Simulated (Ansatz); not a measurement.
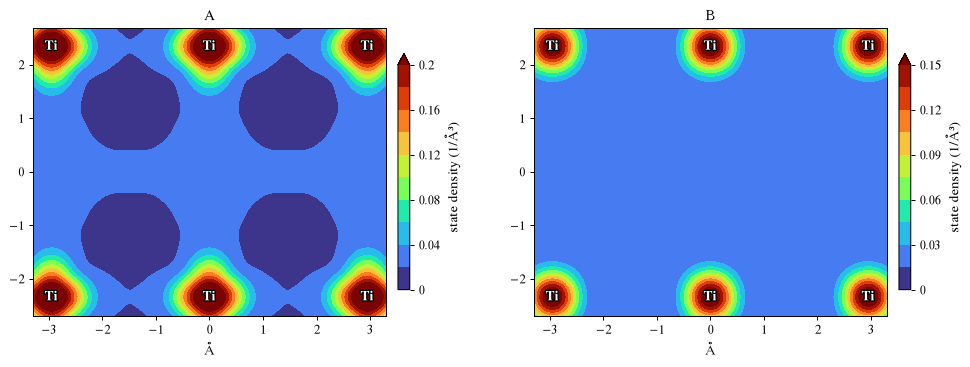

Ti: densities of the states in two energy windows, on the (100) plane of the conventional cell.

Space group P6_3/mmc; the calculation finds a residual pressure of about −2 GPa at this fixed cell.

Theory: Ansatz, DFT r2SCAN, scalar-relativistic, plane waves, PAW.

In a PAW calculation such maps are meaningful between the atoms, not at the nuclei.

Match the panels to the energy ranges (zero at the Fermi level): −4.4 to −2.2 eV and −1.2 to 0.0 eV.

Panel A: −1.2 to 0.0 eV, the filled states just under the Fermi level, mainly Ti 3d (95 %).
Panel B: −4.4 to −2.2 eV, the middle third of the occupied valence band, mainly Ti 3d (50 %) and Ti 4s (50 %).
The characters are Löwdin shares on a minimal set of atomic orbitals.
